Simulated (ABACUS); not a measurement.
**Band-structure run of Li**

Li (1 atom in the cell), computed with Kohn-Sham DFT of a periodic cell, TASK, SG15 ONCV 1.2 PBE, no spin polarisation (ABACUS 3.10.1).

The structure derives from an entry of the Crystallography Open Database. It belongs to a series of runs on one base structure; here: bands on the converged density.

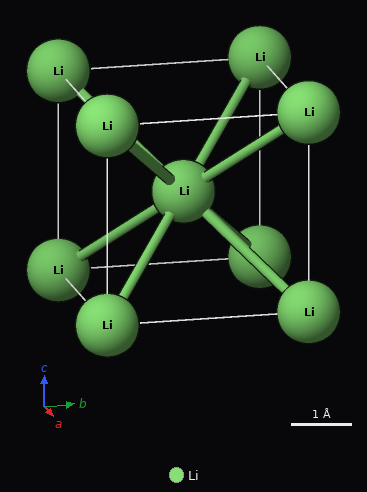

Fig. 1: The structure as given in the input (ball-and-stick view of the cell 2 times as large as that of the calculation, set on its symmetry axes, seen slightly off an axis).

**Input**
```
INPUT_PARAMETERS
suffix              Li
calculation         nscf
basis_type          pw
pseudo_dir          ./
symmetry            -1
dft_functional      MGGA_X_TASK+LDA_C_PW
ecutwfc             86.0
pseudo_rcut         10
nspin               1
nbands              12
ks_solver           dav
smearing_method     fd
smearing_sigma      0.00367493
scf_thr             1e-08
scf_nmax            100
mixing_type         broyden
mixing_beta         0.7
mixing_tau          1
init_chg            file
pw_diag_thr         1e-07
out_band            1
kpar                4
```

**File STRU**
```
ATOMIC_SPECIES
Li 6.9400 Li_ONCV_PBE-1.2.upf

LATTICE_CONSTANT
1.8897261246

LATTICE_VECTORS
1.7546500000 1.7546500000 1.7546500000
-1.7546500000 1.7546500000 1.7546500000
-1.7546500000 -1.7546500000 1.7546500000

ATOMIC_POSITIONS
Direct

Li
0.0
1
0.0000000000 0.0000000000 0.0000000000 1 1 1
```

**File KPT**
```
K_POINTS
8
Line
0.00000000 0.00000000 0.00000000 10 // G
-0.50000000 -0.50000000 -0.50000000 10 // H
0.00000000 0.00000000 -0.50000000 10 // N
0.00000000 0.00000000 0.00000000 10 // G
-0.25000000 0.25000000 -0.25000000 10 // P
-0.50000000 -0.50000000 -0.50000000 1 // H
-0.25000000 0.25000000 -0.25000000 10 // P
0.00000000 0.00000000 -0.50000000 1 // N
```

Launch command:
```bash
OMP_NUM_THREADS=1 mpirun -np 4 abacus > log
```

**What the program printed**
```
ABACUS v3.10.1

               Atomic-orbital Based Ab-initio Computation at UStc

 ------------------------------------------------------------------------------------

 READING GENERAL INFORMATION
                           global_out_dir = OUT.Li/
                           global_in_card = INPUT
                               pseudo_dir = ./
                              orbital_dir =
                                    DSIZE = 4
                                    GSIZE = 1

 READING UNITCELL INFORMATION
                                    ntype = 1
                  lattice constant (Bohr) = 1.88973
              lattice constant (Angstrom) = 1

 READING ATOM TYPE 1
                               atom label = Li
                      L=0, number of zeta = 1
                      L=1, number of zeta = 1
                      L=2, number of zeta = 1
             number of atom for this type = 1

                        TOTAL ATOM NUMBER = 1
DIRECT COORDINATES
    atom                   x                   y                   z     mag                  vx                  vy                  vz
taud_Li1            0.0000000000        0.0000000000        0.0000000000  0.0000        0.0000000000        0.0000000000        0.0000000000

                          Volume (Bohr^3) = 145.824
                             Volume (A^3) = 21.6088

 Lattice vectors: (Cartesian coordinate: in unit of a_0)
             +1.75465            +1.75465            +1.75465
             -1.75465            +1.75465            +1.75465
             -1.75465            -1.75465            +1.75465
 Reciprocal vectors: (Cartesian coordinate: in unit of 2 pi/a_0)
            +0.284957                  -0           +0.284957
            -0.284957           +0.284957                  -0
                   +0           -0.284957           +0.284957
 The esolver type has been set to : ksdft_pw

                PAO radial cut off (Bohr) = 10

 Read in pseudopotential file is Li_ONCV_PBE-1.2.upf
                     pseudopotential type = NC
          exchange-correlation functional = PBE
                 nonlocal core correction = 0
                        valence electrons = 3
                                     lmax = 1
                           number of zeta = 0
                     number of projectors = 4
                           L of projector = 0
                           L of projector = 0
                           L of projector = 1
                           L of projector = 1
 XC functional updated to : MGGA_X_TASK+LDA_C_PW
          exchange-correlation functional = MGGA_X_TASK+LDA_C_PW
     initial pseudo atomic orbital number = 0

 SETUP THE ELECTRONS NUMBER
            electron number of element Li = 3
      total electron number of element Li = 3
            AUTOSET number of electrons:  = 3
                           occupied bands = 2
                                   NBANDS = 12
                                   NLOCAL = 9

%%%%%%%%%%%%%%%%%%%%%%%%%%%%%%%%%%%%%%%%%%%%%%%%%%%%%%%%%%%%%%%%%%%%%%%%%%%%%%%%%%%%%%%%%%%%%%%%%%%%%%%%%%
 Warning: the number of valence electrons in pseudopotential > 1 for Li: [He] 2s1
 Pseudopotentials with additional electrons can yield (more) accurate outcomes, but may be less efficient.
 If you're confident that your chosen pseudopotential is appropriate, you can safely ignore this warning.
%%%%%%%%%%%%%%%%%%%%%%%%%%%%%%%%%%%%%%%%%%%%%%%%%%%%%%%%%%%%%%%%%%%%%%%%%%%%%%%%%%%%%%%%%%%%%%%%%%%%%%%%%%

 SETUP THE PLANE WAVE BASIS
 energy cutoff for charge/potential (unit:Ry) = 344
            fft grid for charge/potential = [ 36, 36, 36 ]
                        fft grid division = [ 1, 1, 1 ]
        big fft grid for charge/potential = [ 36, 36, 36 ]
                                     nbxx = 46656
                                     nrxx = 46656

 SETUP PLANE WAVES FOR CHARGE/POTENTIAL
                    number of plane waves = 15683
                         number of sticks = 841

 PARALLEL PW FOR CHARGE/POTENTIAL
     PROC   COLUMNS(POT)             PW
        1            841          15683
 --------------- sum -------------------
        1            841          15683
                            number of |g| = 177
                                  max |g| = 31.0186
                                  min |g| = 0

----------- Double Check Mixing Parameters Begin ------------
mixing_type: broyden
mixing_beta: 0.7
mixing_gg0: 1
mixing_gg0_min: 0.1
mixing_ndim: 8
----------- Double Check Mixing Parameters End ------------

 SETUP K-POINTS
                                    nspin = 1
                                   nkstot = 62
K-POINTS DIRECT COORDINATES
 KPOINTS    DIRECT_X    DIRECT_Y    DIRECT_Z  WEIGHT
       1  0.00000000  0.00000000  0.00000000  1.0000
       2 -0.05000000 -0.05000000 -0.05000000  1.0000
       3 -0.10000000 -0.10000000 -0.10000000  1.0000
       4 -0.15000000 -0.15000000 -0.15000000  1.0000
       5 -0.20000000 -0.20000000 -0.20000000  1.0000
       6 -0.25000000 -0.25000000 -0.25000000  1.0000
       7 -0.30000000 -0.30000000 -0.30000000  1.0000
       8 -0.35000000 -0.35000000 -0.35000000  1.0000
       9 -0.40000000 -0.40000000 -0.40000000  1.0000
      10 -0.45000000 -0.45000000 -0.45000000  1.0000
      11 -0.50000000 -0.50000000 -0.50000000  1.0000
      12 -0.45000000 -0.45000000 -0.50000000  1.0000
      13 -0.40000000 -0.40000000 -0.50000000  1.0000
      14 -0.35000000 -0.35000000 -0.50000000  1.0000
      15 -0.30000000 -0.30000000 -0.50000000  1.0000
      16 -0.25000000 -0.25000000 -0.50000000  1.0000
      17 -0.20000000 -0.20000000 -0.50000000  1.0000
      18 -0.15000000 -0.15000000 -0.50000000  1.0000
      19 -0.10000000 -0.10000000 -0.50000000  1.0000
      20 -0.05000000 -0.05000000 -0.50000000  1.0000
      21  0.00000000  0.00000000 -0.50000000  1.0000
      22  0.00000000  0.00000000 -0.45000000  1.0000
      23  0.00000000  0.00000000 -0.40000000  1.0000
      24  0.00000000  0.00000000 -0.35000000  1.0000
      25  0.00000000  0.00000000 -0.30000000  1.0000
      26  0.00000000  0.00000000 -0.25000000  1.0000
      27  0.00000000  0.00000000 -0.20000000  1.0000
      28  0.00000000  0.00000000 -0.15000000  1.0000
      29  0.00000000  0.00000000 -0.10000000  1.0000
      30  0.00000000  0.00000000 -0.05000000  1.0000
[... 32 further k points ...]

           k-point number in this process = 16
       minimum distributed K point number = 15

[... K-POINTS CARTESIAN COORDINATES: 16 rows ...]

[... K-POINTS DIRECT COORDINATES: 16 rows ...]

 SETUP PLANE WAVES FOR WAVE FUNCTIONS
     energy cutoff for wavefunc (unit:Ry) = 86
              fft grid for wave functions = [ 36, 36, 36 ]
                    number of plane waves = 2659
                         number of sticks = 261

 PARALLEL PW FOR WAVE FUNCTIONS
     PROC   COLUMNS(POT)             PW
        1            261           2659
 --------------- sum -------------------
        1            261           2659

 SETUP NONLOCAL PSEUDOPOTENTIALS IN PLANE WAVE BASIS
 Li non-local projectors:
 projector 1 L=0
 projector 2 L=0
 projector 3 L=1
 projector 4 L=1
      TOTAL NUMBER OF NONLOCAL PROJECTORS = 8

 Init Non-Local PseudoPotential table :
 Init Non-Local-Pseudopotential done.

                                     npwx = 1978

 -------------------------------------------
 NONSELF-CONSISTENT
 -------------------------------------------
                                 init_chg = file
 try to read charge from file
 Read in the charge density: OUT.Li//Li-CHARGE-DENSITY.restart
 try to read kinetic energy density from file
 Read in the kinetic energy density: OUT.Li//Li-TAU-DENSITY.restart

 PW ALGORITHM --------------- ION=   1  ELEC=   1--------------------------------
 k(1/62) Iter steps (avg)=18 threshold=1e-07
 k(2/62) Iter steps (avg)=16 threshold=1e-07
 k(3/62) Iter steps (avg)=16 threshold=1e-07
 k(4/62) Iter steps (avg)=19 threshold=1e-07
 k(5/62) Iter steps (avg)=18 threshold=1e-07
 k(6/62) Iter steps (avg)=24 threshold=1e-07
 k(7/62) Iter steps (avg)=19 threshold=1e-07
 k(8/62) Iter steps (avg)=23 threshold=1e-07
 k(9/62) Iter steps (avg)=18 threshold=1e-07
 k(10/62) Iter steps (avg)=16 threshold=1e-07
 k(11/62) Iter steps (avg)=24 threshold=1e-07
 k(12/62) Iter steps (avg)=24 threshold=1e-07
 k(13/62) Iter steps (avg)=18 threshold=1e-07
 k(14/62) Iter steps (avg)=17 threshold=1e-07
 k(15/62) Iter steps (avg)=16 threshold=1e-07
 k(16/62) Iter steps (avg)=20 threshold=1e-07
[... levels at 16 k points of this process ...]

 Density error is 0.00000000000
                          Error Threshold = 1.00000000000e-07
----------------------------------------------------------
     Energy           Rydberg                 eV
----------------------------------------------------------
 E_KohnSham     -14.0762663772       -191.5174292956
 E_KS(sigma->0) -14.0762366061       -191.5170242385
 E_Harris       -14.0762663772       -191.5174292956
 E_band         -7.7133183238        -104.9450796921
 E_one_elec     -9.4592996662        -128.7003745493
 E_Hartree      3.3664490195         45.8028886923
 E_xc           -3.0444240195        -41.4215137932
 E_Ewald        -4.9389321688        -67.1976195312
 E_entropy(-TS) -0.0000595423        -0.0008101143
 E_descf        0.0000000000         0.0000000000
 E_exx          0.0000000000         0.0000000000
 E_Fermi        0.3323697001         4.5221217640
----------------------------------------------------------

 charge density convergence is achieved
 final etot is -191.51742930 eV
 EFERMI = 4.5221217640 eV

 STATE ENERGY(eV) AND OCCUPATIONS    NSPIN == 1
 1/16 kpoint (Cartesian) = 0.0000 0.0000 0.0000 (1961 pws)
       1       -53.0197      0.0322581
       2       -1.84073      0.0322581
       3        26.8781        0.00000
       4        26.8781        0.00000
       5        26.8781        0.00000
       6        29.8622        0.00000
       7        29.8622        0.00000
       8        29.8622        0.00000
       9        31.2605        0.00000
      10        31.2605        0.00000
      11        31.3707        0.00000
      12        31.3707        0.00000

 2/16 kpoint (Cartesian) = 0.0000 0.0000 -0.028496 (1965 pws)
       1       -53.0188      0.0322581
       2       -1.69580      0.0322581
       3        25.5344        0.00000
       4        25.5344        0.00000
       5        26.3588        0.00000
       6        27.8781        0.00000
       7        29.3378        0.00000
       8        29.3378        0.00000
       9        30.0372        0.00000
      10        32.1274        0.00000
      11        33.7273        0.00000
      12        33.7273        0.00000

 3/16 kpoint (Cartesian) = 0.0000 0.0000 -0.056991 (1969 pws)
       1       -53.0161      0.0322581
       2       -1.26056      0.0322581
       3        23.0573        0.00000
       4        23.0573        0.00000
       5        24.8006        0.00000
       6        25.4156        0.00000
       7        29.6187        0.00000
       8        29.6187        0.00000
       9        30.5623        0.00000
      10        34.0941        0.00000
      11        37.3867        0.00000
      12        37.3867        0.00000

 4/16 kpoint (Cartesian) = 0.0000 0.0000 -0.085487 (1974 pws)
       1       -53.0121      0.0322581
       2      -0.533829      0.0322581
       3        20.6332        0.00000
       4        20.6332        0.00000
       5        22.0833        0.00000
       6        24.5690        0.00000
       7        30.3703        0.00000
       8        30.3703        0.00000
       9        31.4372        0.00000
      10        36.5744        0.00000
      11        41.4806        0.00000
      12        41.4806        0.00000

 5/16 kpoint (Cartesian) = 0.0000 0.0000 -0.11398 (1978 pws)
       1       -53.0072      0.0322581
       2       0.486225      0.0322581
       3        18.4728        0.00000
       4        18.4728        0.00000
       5        19.7272        0.00000
       6        23.9280        0.00000
       7        31.4703        0.00000
       8        31.4703        0.00000
       9        32.6616        0.00000
      10        37.1576        0.00000
      11        39.6859        0.00000
      12        45.8792        0.00000

 6/16 kpoint (Cartesian) = 0.0000 0.0000 -0.14248 (1974 pws)
       1       -53.0022      0.0322581
       2        1.80143      0.0322581
       3        16.6239        0.00000
       4        16.6239        0.00000
       5        17.7328        0.00000
       6        23.4374        0.00000
       7        32.8921        0.00000
       8        32.8921        0.00000
       9        33.0388        0.00000
      10        34.2349        0.00000
      11        42.5491        0.00000
      12        50.4360        0.00000

[... levels at 10 further k points ...]

 --------------------------------------------
 !FINAL_ETOT_IS -191.5174292956011 eV
 --------------------------------------------

 Output bands in file: OUT.Li/BANDS_1.dat
```

**Standard output**
```
ABACUS v3.10.1

               Atomic-orbital Based Ab-initio Computation at UStc

d2933c7 ( +0800)

 dft_functional readin is: MGGA_X_TASK+LDA_C_PW
 dft_functional in pseudopot file is: PBE
 Please make sure this is what you need

%%%%%%%%%%%%%%%%%%%%%%%%%%%%%%%%%%%%%%%%%%%%%%%%%%%%%%%%%%%%%%%%%%%%%%%%%%%%%%%%%%%%%%%%%%%%%%%%%%%%%%%%%
 Warning: the number of valence electrons in pseudopotential > 1 for Li: [He] 2s1
 Pseudopotentials with additional electrons can yield (more) accurate outcomes, but may be less efficient.
 If you're confident that your chosen pseudopotential is appropriate, you can safely ignore this warning.
%%%%%%%%%%%%%%%%%%%%%%%%%%%%%%%%%%%%%%%%%%%%%%%%%%%%%%%%%%%%%%%%%%%%%%%%%%%%%%%%%%%%%%%%%%%%%%%%%%%%%%%%%

 UNIFORM GRID DIM        : 36 * 36 * 36
 UNIFORM GRID DIM(BIG)   : 36 * 36 * 36
func,idMGGA_X_TASK 707
func,idLDA_C_PW 12
 ---------------------------------------------------------
 ---------------------------------------------------------
 SPIN    KPOINTS         PROCESSORS  THREADS
 1       62              4           4
 ---------------------------------------------------------
 Use plane wave basis
 ---------------------------------------------------------
 ELEMENT NATOM       XC
 Li      1
 ---------------------------------------------------------
 Initial plane wave basis and FFT box
 ---------------------------------------------------------
 -------------------------------------------
 NONSELF-CONSISTENT :
 -------------------------------------------
 START CHARGE      : file
 ITER       ETOT/eV          EDIFF/eV         DRHO         DKIN     TIME/s
 DA1     -1.91517429e+02   0.00000000e+00   0.0000e+00   0.0000e+00  11.46
```

**Results in brief**

```tsv
quantity	value
outcome	converged
space group (tolerance 0.01 Å)	Im-3m (229)
electrons treated	3
Fermi energy of the self-consistent step	3.500 eV
hardware	4 threads of Intel Xeon (Sapphire Rapids), 16 GiB of memory available, shared host
wall time	12 s (CPU time 47 s)
peak memory	0.36 GiB
```
